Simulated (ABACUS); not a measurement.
## Tune calculation, with input and output: Ni (part 1 of 2)

- system: Ni (2 atoms in the cell)
- method: Kohn-Sham DFT of a periodic cell, PBE, PseudoDojo NC SR 0.5 PBE stringent, spin-polarised (ABACUS 3.10.1)

The structure derives from a Materials Project entry. It belongs to a series of runs on one base structure; here: ks_solver: dav.

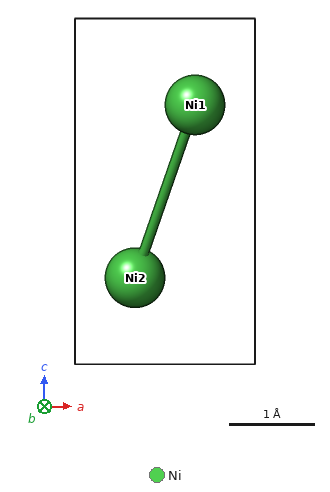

Figure 1. The structure (ball-and-stick view of the cell of the calculation, along the b axis; atoms are numbered from 1 in the order of the input). An atom can appear more than once, as a periodic image. Near neighbours in the periodic cell (some may lie outside the picture): Ni has 12 Ni at 2.45 to 2.48 Å.

**Results in brief**

| quantity | value |
| --- | --- |
| outcome | converged |
| space group (tolerance 0.01 Å) | P6₃/mmc (194) |
| electrons treated | 36 |
| free energy | −9208.2910 eV |
| Fermi energy | 19.172 eV |
| gap on the k-point mesh | none (metallic) |
| net moment of the cell | 1.34 μB |
| integrated absolute moment | 1.52 μB |
| pressure | 7.69 GPa |
| largest force (length of the vector) | under 0.001 eV/Å |
| hardware | 4 threads of Intel Xeon (Granite Rapids), 32 GiB of memory available, shared host |
| wall time | 11 s (CPU time 45 s) |
| peak memory | 0.44 GiB |

**Remarks**

The cell is under a pressure of 7.7 GPa at this level, so it is not at its equilibrium volume.

**Input**
```
INPUT_PARAMETERS
suffix              Ni
calculation         scf
basis_type          pw
pseudo_dir          ./
symmetry            1
dft_functional      pbe
ecutwfc             105
pseudo_rcut         7
nspin               2
nbands              23
ks_solver           dav
smearing_method     fd
smearing_sigma      0.00734986
scf_thr             1e-08
scf_nmax            60
mixing_type         broyden
mixing_beta         0.4
cal_force           1
cal_stress          1
kpar                4
```

**File STRU**
```
ATOMIC_SPECIES
Ni 58.6934 Ni.upf

LATTICE_CONSTANT
1.8897261246

LATTICE_VECTORS
2.4480228978 0.0000000000 0.0000000000
-1.2240114489 2.1200500186 0.0000000000
0.0000000000 0.0000000000 4.0728075700

ATOMIC_POSITIONS
Direct

Ni
0.0
2
0.6666666667 0.3333333333 0.7500000000 1 1 1 mag 1
0.3333333333 0.6666666667 0.2500000000 1 1 1 mag 1
```

**File KPT**
```
K_POINTS
0
Gamma
10 10 6 0 0 0
```

Launch command:
```bash
OMP_NUM_THREADS=1 mpirun -np 4 abacus > log
```

**The program's output**
```
ABACUS v3.10.1

               Atomic-orbital Based Ab-initio Computation at UStc

 ------------------------------------------------------------------------------------

 READING GENERAL INFORMATION
                           global_out_dir = OUT.Ni/
                           global_in_card = INPUT
                               pseudo_dir = ./
                              orbital_dir =
                                    DSIZE = 4
                                    GSIZE = 1

 READING UNITCELL INFORMATION
                                    ntype = 1
                  lattice constant (Bohr) = 1.88973
              lattice constant (Angstrom) = 1

 READING ATOM TYPE 1
                               atom label = Ni
                      L=0, number of zeta = 1
                      L=1, number of zeta = 1
                      L=2, number of zeta = 1
             number of atom for this type = 2
               magnetization of element 1 = 1

                        TOTAL ATOM NUMBER = 2
DIRECT COORDINATES
    atom                   x                   y                   z     mag                  vx                  vy                  vz
taud_Ni1            0.6666666667        0.3333333333        0.7500000000  1.0000        0.0000000000        0.0000000000        0.0000000000
taud_Ni2            0.3333333333        0.6666666667        0.2500000000  1.0000        0.0000000000        0.0000000000        0.0000000000

                          Volume (Bohr^3) = 142.644
                             Volume (A^3) = 21.1376

 Lattice vectors: (Cartesian coordinate: in unit of a_0)
             +2.44802                  +0                  +0
             -1.22401            +2.12005                  +0
                   +0                  +0            +4.07281
 Reciprocal vectors: (Cartesian coordinate: in unit of 2 pi/a_0)
            +0.408493           +0.235843                  -0
                   -0           +0.471687                  -0
                   +0                  -0           +0.245531
 The esolver type has been set to : ksdft_pw

                PAO radial cut off (Bohr) = 7

 Read in pseudopotential file is Ni.upf
                     pseudopotential type = NC
          exchange-correlation functional = PBE
                 nonlocal core correction = 1
                        valence electrons = 18
                                     lmax = 2
                           number of zeta = 4
                     number of projectors = 6
                           L of projector = 0
                           L of projector = 0
                           L of projector = 1
                           L of projector = 1
                           L of projector = 2
                           L of projector = 2
     initial pseudo atomic orbital number = 20
 The readin total magnetization is 2

 SETUP THE ELECTRONS NUMBER
            electron number of element Ni = 18
      total electron number of element Ni = 36
            AUTOSET number of electrons:  = 36
                           occupied bands = 18
                                   NBANDS = 23
                                   NLOCAL = 18

%%%%%%%%%%%%%%%%%%%%%%%%%%%%%%%%%%%%%%%%%%%%%%%%%%%%%%%%%%%%%%%%%%%%%%%%%%%%%%%%%%%%%%%%%%%%%%%%%%%%%%%%%%
 Warning: the number of valence electrons in pseudopotential > 10 for Ni: [Ar] 3d8 4s2
 Pseudopotentials with additional electrons can yield (more) accurate outcomes, but may be less efficient.
 If you're confident that your chosen pseudopotential is appropriate, you can safely ignore this warning.
%%%%%%%%%%%%%%%%%%%%%%%%%%%%%%%%%%%%%%%%%%%%%%%%%%%%%%%%%%%%%%%%%%%%%%%%%%%%%%%%%%%%%%%%%%%%%%%%%%%%%%%%%%

 SETUP THE PLANE WAVE BASIS
 energy cutoff for charge/potential (unit:Ry) = 420
            fft grid for charge/potential = [ 32, 32, 54 ]
                        fft grid division = [ 1, 1, 1 ]
        big fft grid for charge/potential = [ 32, 32, 54 ]
                                     nbxx = 55296
                                     nrxx = 55296

 SETUP PLANE WAVES FOR CHARGE/POTENTIAL
                    number of plane waves = 20667
                         number of sticks = 613

 PARALLEL PW FOR CHARGE/POTENTIAL
     PROC   COLUMNS(POT)             PW
        1            613          20667
 --------------- sum -------------------
        1            613          20667
                            number of |g| = 1042
                                  max |g| = 37.9009
                                  min |g| = 0

----------- Double Check Mixing Parameters Begin ------------
mixing_type: broyden
mixing_beta: 0.4
mixing_gg0: 1
mixing_gg0_min: 0.1
mixing_beta_mag: 1.6
mixing_gg0_mag: 0
mixing_ndim: 8
----------- Double Check Mixing Parameters End ------------

 LATTICE VECTORS: (CARTESIAN COORDINATE: IN UNIT OF A0)
             +2.44802                  +0                  +0
             -1.22401            +2.12005                  +0
                   +0                  +0            +4.07281
                       right hand lattice = 1
                                   NORM_A = 2.44802
                                   NORM_B = 2.44802
                                   NORM_C = 4.07281
                           ALPHA (DEGREE) = 90
                           BETA  (DEGREE) = 90
                           GAMMA (DEGREE) = 120

 The lattice vectors have been changed (STRU_SIMPLE.cif)

(for optimal symmetric configuration:)
                             BRAVAIS TYPE = 4
                     BRAVAIS LATTICE NAME = 04. Hexagonal cell
                                    ibrav = 4
                                    IBRAV = 4
                                  BRAVAIS = HEXAGONAL CELL
                       LATTICE CONSTANT A = 2.44802
                                C/A RATIO = 1.66371
Original cell was already a primitive cell.
                        ROTATION MATRICES = 24
              PURE POINT GROUP OPERATIONS = 12
                   SPACE GROUP OPERATIONS = 24
                                       C2 = 3
                                       C3 = 2
                                       C4 = 0
                                       C6 = 0
                                       S1 = 3
                                       S3 = 0
                                       S4 = 0
                                       S6 = 2
                              POINT GROUP = D_3d
                                       C2 = 7
                                       C3 = 2
                                       C4 = 0
                                       C6 = 2
                                       S1 = 7
                                       S3 = 2
                                       S4 = 0
                                       S6 = 2
               POINT GROUP IN SPACE GROUP = D_6h

 SETUP K-POINTS
                                    nspin = 2
                   Input type of k points = Monkhorst-Pack(Gamma)
                                   nkstot = 600
                       right hand lattice = 1
(for reciprocal lattice: )
                             BRAVAIS TYPE = 4
                     BRAVAIS LATTICE NAME = 04. Hexagonal cell
                                    ibrav = 4
                       right hand lattice = 1
(for k-lattice: )
                             BRAVAIS TYPE = 4
                     BRAVAIS LATTICE NAME = 04. Hexagonal cell
                                    ibrav = 4
                       right hand lattice = 1
                        ROTATION MATRICES = 24
                               nkstot_ibz = 56
K-POINTS REDUCTION ACCORDING TO SYMMETRY
     IBZ    DIRECT_X    DIRECT_Y    DIRECT_Z  WEIGHT  ibz2bz
       1  0.00000000  0.00000000  0.00000000  0.0017       0
       2 -0.10000000  0.10000000  0.00000000  0.0100       1
       3 -0.20000000  0.20000000  0.00000000  0.0100       2
       4 -0.30000000  0.30000000  0.00000000  0.0100       3
       5 -0.40000000  0.40000000  0.00000000  0.0100       4
       6  0.50000000  0.50000000  0.00000000  0.0050       5
       7 -0.10000000  0.20000000  0.00000000  0.0100      11
       8 -0.20000000  0.30000000  0.00000000  0.0200      12
       9 -0.30000000  0.40000000  0.00000000  0.0200      13
      10  0.50000000  0.40000000  0.00000000  0.0200      14
      11 -0.20000000  0.40000000  0.00000000  0.0100      22
      12  0.50000000  0.30000000  0.00000000  0.0200      23
      13  0.40000000  0.40000000  0.00000000  0.0100      24
      14  0.40000000  0.30000000  0.00000000  0.0100      33
      15  0.00000000  0.00000000  0.16666667  0.0033     100
      16 -0.10000000  0.10000000  0.16666667  0.0200     101
      17 -0.20000000  0.20000000  0.16666667  0.0200     102
      18 -0.30000000  0.30000000  0.16666667  0.0200     103
      19 -0.40000000  0.40000000  0.16666667  0.0200     104
      20  0.50000000  0.50000000  0.16666667  0.0100     105
      21 -0.10000000  0.20000000  0.16666667  0.0200     111
      22 -0.20000000  0.30000000  0.16666667  0.0400     112
      23 -0.30000000  0.40000000  0.16666667  0.0400     113
      24  0.50000000  0.40000000  0.16666667  0.0400     114
      25 -0.20000000  0.40000000  0.16666667  0.0200     122
      26  0.50000000  0.30000000  0.16666667  0.0400     123
      27  0.40000000  0.40000000  0.16666667  0.0200     124
      28  0.40000000  0.30000000  0.16666667  0.0200     133
      29  0.00000000  0.00000000  0.33333333  0.0033     200
      30 -0.10000000  0.10000000  0.33333333  0.0200     201
[... 26 further k points ...]

                               nkstot now = 56
[... K-POINTS DIRECT COORDINATES: 56 rows ...]

           k-point number in this process = 14
       minimum distributed K point number = 14
[... stars of the k points ...]
                             nks(nspin=2) = 28
                          nkstot(nspin=2) = 112

[... K-POINTS CARTESIAN COORDINATES: 28 rows ...]

[... K-POINTS DIRECT COORDINATES: 28 rows ...]

 SETUP PLANE WAVES FOR WAVE FUNCTIONS
     energy cutoff for wavefunc (unit:Ry) = 105
              fft grid for wave functions = [ 32, 32, 54 ]
                    number of plane waves = 3791
                         number of sticks = 199

 PARALLEL PW FOR WAVE FUNCTIONS
     PROC   COLUMNS(POT)             PW
        1            199           3791
 --------------- sum -------------------
        1            199           3791

 SETUP NONLOCAL PSEUDOPOTENTIALS IN PLANE WAVE BASIS
 Ni non-local projectors:
 projector 1 L=0
 projector 2 L=0
 projector 3 L=1
 projector 4 L=1
 projector 5 L=2
 projector 6 L=2
      TOTAL NUMBER OF NONLOCAL PROJECTORS = 36

 Init Non-Local PseudoPotential table :
 Init Non-Local-Pseudopotential done.

                                     npwx = 2617

 Make real space PAO into reciprocal space.
       max mesh points in Pseudopotential = 701
     dq(describe PAO in reciprocal space) = 0.01
                                    max q = 1234

 number of pseudo atomic orbitals for Ni is 4
WARNING: norm of atomic wavefunction # 3 of atomic type Ni is 0.999992, renormalized
WARNING: norm of atomic wavefunction # 4 of atomic type Ni is 0.997662, renormalized

 -------------------------------------------
 SELF-CONSISTENT
 -------------------------------------------
                                 init_chg = atomic

 PW ALGORITHM --------------- ION=   1  ELEC=   1--------------------------------
 Notice: Threshold on eigenvalues was too large.
 hsover_error=0.36 > DRHO=0.00955971
 Origin diag ethr = 0.01
 New diag ethr = 2.65547e-05
          total magnetism (Bohr mag/cell) = 1.39799
       absolute magnetism (Bohr mag/cell) = 1.47719
                        nelec for spin up = 18.699
                      nelec for spin down = 17.301

 Density error is 0.00949139586212
                          Error Threshold = 2.65547431753e-05
----------------------------------------------------------
     Energy           Rydberg                 eV
----------------------------------------------------------
 E_KohnSham     -676.7947156692      -9208.2645093904
 E_Harris       -676.3553347879      -9202.2864258125
 E_Fermi        1.4071316020         19.1450076227
----------------------------------------------------------

 PW ALGORITHM --------------- ION=   1  ELEC=   2--------------------------------
          total magnetism (Bohr mag/cell) = 1.2991959436
       absolute magnetism (Bohr mag/cell) = 1.50643374739
                        nelec for spin up = 18.6495979718
                      nelec for spin down = 17.3504020282

 Density error is 0.00258374813134
                          Error Threshold = 2.63649885059e-05
----------------------------------------------------------
     Energy           Rydberg                 eV
----------------------------------------------------------
 E_KohnSham     -676.7966256992      -9208.2904966827
 E_Harris       -676.8402503170      -9208.8840400569
 E_Fermi        1.4059338823         19.1287118101
----------------------------------------------------------

 PW ALGORITHM --------------- ION=   1  ELEC=   3--------------------------------
          total magnetism (Bohr mag/cell) = 1.33613975593
       absolute magnetism (Bohr mag/cell) = 1.51891240157
                        nelec for spin up = 18.668069878
                      nelec for spin down = 17.331930122

 Density error is 0.000352090500612
                          Error Threshold = 7.17707814262e-06
```
